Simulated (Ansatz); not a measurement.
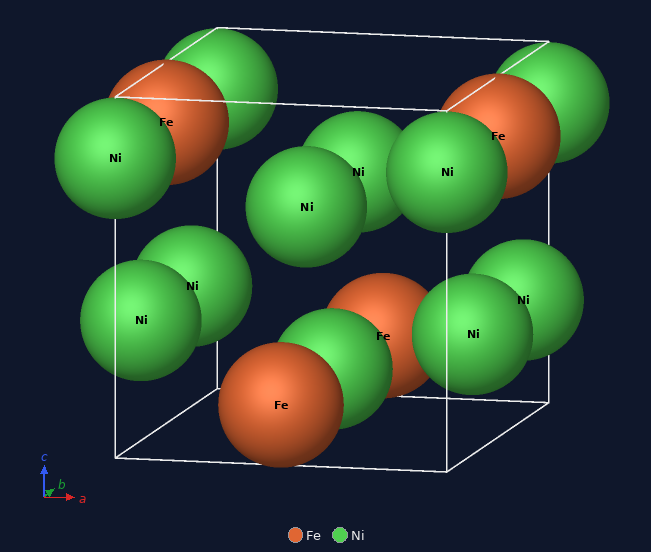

An orthographic spheres-only view of the structure, slightly off an axis. Thin lines show the conventional unit cell, with boundary atoms drawn in all their periodic places. Cell: a = 4.06 Å, b = 5.02 Å, c = 4.35 Å, α = 90.00°, β = 90.00°, γ = 90.00°.

It goes back to a structure listed in the Materials Project. Earlier steps of the study, as a rule a relaxation of our own, may have changed the cell and positions, so they can lie some per cent off the listed ones. It went into a calculation with Ansatz.

Q: Characterise what is shown.

A: Its composition is FeNi3. The atoms follow space group Pmmn (No. 59); the Bravais lattice is primitive orthorhombic. In the cell are 2 Fe, 6 Ni, which makes 2 formula units. Each Fe has twelve Ni in an anticuboctahedral arrangement at about 2.5 Å. Around each Ni lie eight Ni and four Fe in an anticuboctahedral arrangement (about 2.5 Å to Ni, 2.5 Å to Fe).

Theory: DFT PBE, scalar-relativistic, plane waves, PAW (Ansatz). Numerical settings: a kinetic-energy cutoff of 420 eV, k-points on a 10×8×10 grid, Gaussian smearing of 0.1 eV, collinear spins.

Q: Which atoms carry magnetic moments in this run, and how do they order?

A: The state reached is ferromagnetic. Sizes: Fe 2.8 μB and Ni 0.7 μB; net moment 9.3 μB in the run's cell of 8 atoms.

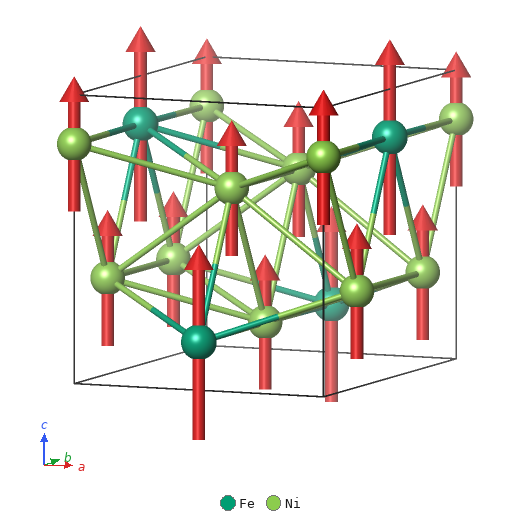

Site moments above 0.25 μB as arrows, small induced ones on non-metal atoms left out (red along the largest or up, blue against, purple across). The run's cell of 8 atoms is drawn.

Q: Is it conducting or gapped at this level?

A: A metal: bands cross the Fermi level.

Q: What charge does Bader's analysis assign to each element?

A: Fe +0.40 e; Ni -0.13 e.

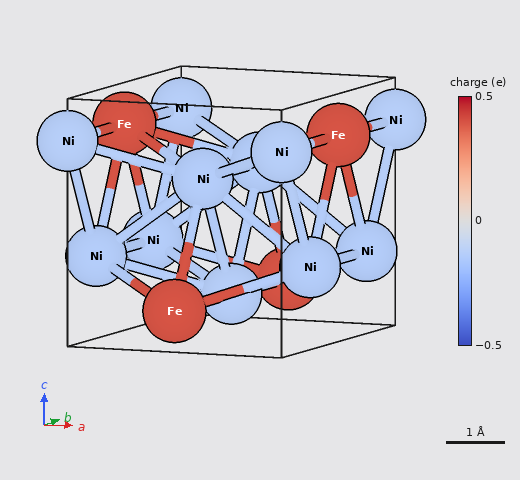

The atoms coloured by those charges. The run's cell of 8 atoms is drawn.

Q: Is the structure relaxed at this level of theory?

A: Yes. All forces vanish to within 0.01 eV/Å. The pressure is 0.0 GPa, close to zero.
